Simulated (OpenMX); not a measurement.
**Ti: 7 runs along one coordinate**

System: Ti (P6/mmm, 3 atoms in the cell).
Method: Kohn-Sham DFT of a periodic cell, PBE, OpenMX 2013 PBE set, no spin polarisation (OpenMX 3.8.5).

The 7 runs differ only in the geometry, by an even scaling of the cell at fixed fractional positions. The structure derives from a Materials Project entry.

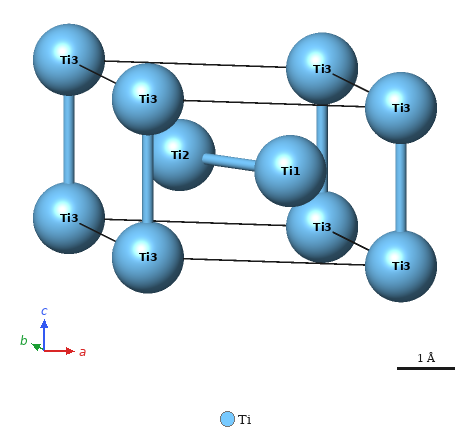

Figure 1. The structure of run 4 (ball-and-stick view of the cell of the calculation, seen slightly off an axis; atoms are numbered from 1 in the order of the input).

## Input of run 4
```
System.CurrrentDirectory             ./
System.Name                          Ti
DATA.PATH                            ./DFT_DATA13
level.of.stdout                      1
level.of.fileout                     0
Species.Number                       1
<Definition.of.Atomic.Species
  Ti  Ti7.0-s3p2d2           Ti_PBE13
Definition.of.Atomic.Species>

Atoms.Number                         3
Atoms.SpeciesAndCoordinates.Unit     FRAC
<Atoms.SpeciesAndCoordinates
    1  Ti    0.6666666667    0.3333333333    0.5000000000   6.000  6.000
    2  Ti    0.3333333333    0.6666666667    0.5000000000   6.000  6.000
    3  Ti    0.0000000000    0.0000000000    0.0000000000   6.000  6.000
Atoms.SpeciesAndCoordinates>

Atoms.UnitVectors.Unit               Ang
<Atoms.UnitVectors
     4.5673748306    0.0000000000    0.0000000000
    -2.2836874153    3.9554626319    0.0000000000
     0.0000000000    0.0000000000    2.8262442700
Atoms.UnitVectors>

scf.XcType                           GGA-PBE
scf.SpinPolarization                 off
scf.ElectronicTemperature            580.226
scf.energycutoff                     400.0
scf.maxIter                          100
scf.EigenvalueSolver                 band
scf.Kgrid                            7 7 9
scf.Mixing.Type                      rmm-diisk
scf.Init.Mixing.Weight               0.05
scf.Min.Mixing.Weight                0.001
scf.Max.Mixing.Weight                0.3
scf.Mixing.History                   25
scf.Mixing.StartPulay                8
scf.criterion                        1.0e-8
scf.stress.tensor                    on
MD.Type                              nomd
```

Command:
```bash
openmx Ti.dat -nt 1 > Ti.std
```

Run 2 has the same physical settings and fractional positions; its lattice vectors (Å) are:
```
   4.505646    0.000000    0.000000
  -2.252823    3.902004    0.000000
   0.000000    0.000000    2.788047
```

## Results, with one run withheld

| run | volume per atom (Å³) | free energy per atom, from the lowest run given (meV) |
| --- | --- | --- |
| 1 | 15.999 | 28.04 |
| 2 | 16.339 | ? |
| 3 | 16.679 | 3.33 |
| 4 | 17.020 | 0.00 |
| 5 | 17.360 | 1.92 |
| 6 | 17.701 | 8.61 |
| 7 | 18.041 | 19.70 |

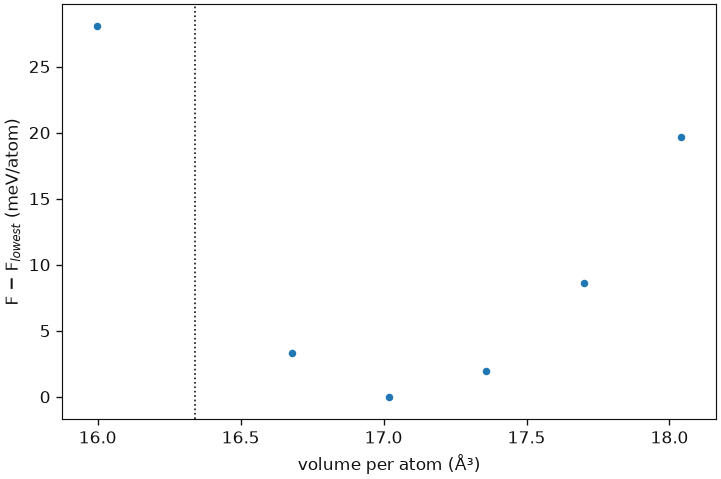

Figure 2. Free energy per atom of the runs given; the dotted line marks run 2.

Fit the runs given and predict run 2.

A cubic polynomial in V^(−2/3) (the Birch–Murnaghan form), fitted to the 6 runs given, misses them by at most 0.02 meV per atom. With x = V^(−2/3) − 0.15060 Å⁻², it reads F = 0.0038447 − 379.1 x + 6.4692e+05 x² − 3.701e+05 x³ (meV per atom). At run 2 it gives 12.50 meV per atom, and the run itself gives 12.49. The fit has its minimum at 17.061 Å³ per atom, where V d²F/dV² gives 123 GPa. Cell shape and fractional positions are held, so this is the stiffness under even scaling; the relaxed bulk modulus wasn't computed.

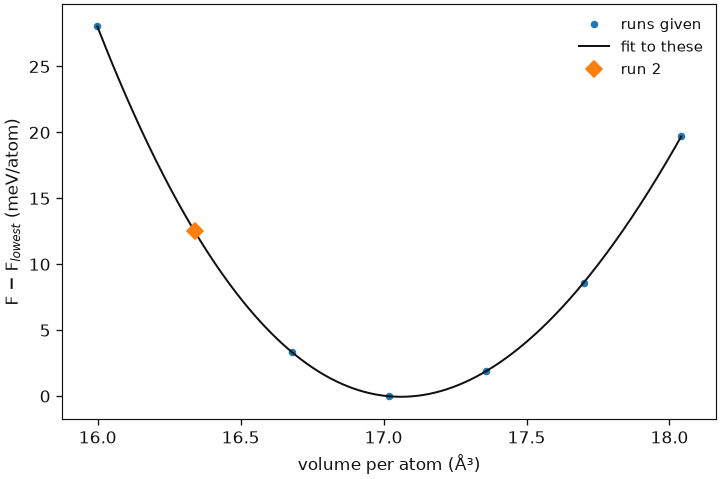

Figure 3. The fit and the withheld run.

## Some lines of the output (run 2)
```
[...]
  Cell_Volume =    330.781624334217 (Bohr^3)
        Total energy (Hartree) at MD = 1
   kloop=0
   kloop=1
   kloop=220
```

Notes: With a small basis of atomic orbitals these values can differ much from converged plane-wave results.
